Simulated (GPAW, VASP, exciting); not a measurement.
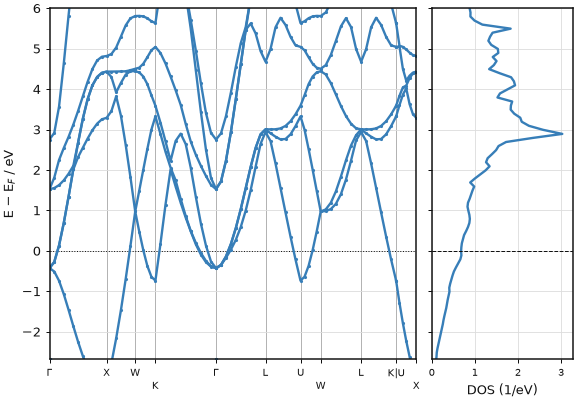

Band structure and density of states. Energies are counted from the Fermi level.

> Which of these calculations gave it?
A. Ga$_{3}$Sb, space group I4/mmm, 4 atoms in the primitive cell (a = 4.459 Å, c = 8.910 Å (tetragonal axes)); PBE
B. bcc Nb, space group Im-3m (No. 229), 1 atom in the primitive cell (cubic a = 3.328 Å); PBEsol+SOC
C. rocksalt ZrN, space group Fm-3m, 2 atoms in the primitive cell (cubic a = 4.600 Å); PBE

C. A metal: 3 bands cross the Fermi level along this path. Bands cross the Fermi level on Γ–X, X–W, W–K, K–Γ, Γ–L, L–U, U–W and L–K, and not on W–L and U–X. A face-centred cubic lattice: the path Γ–X–W–K–Γ–L–U–W–L–K|U–X runs through the special points of its Brillouin zone.

exciting; PBE, all-electron LAPW+lo, shipped species files, valence relativity iora*, no spin polarisation, no spin-orbit coupling, 10×10×10 k mesh, Fermi-Dirac smearing of 0.05 eV.

Bands are joined in order of energy, so crossings between the computed points show as kinks or gaps.
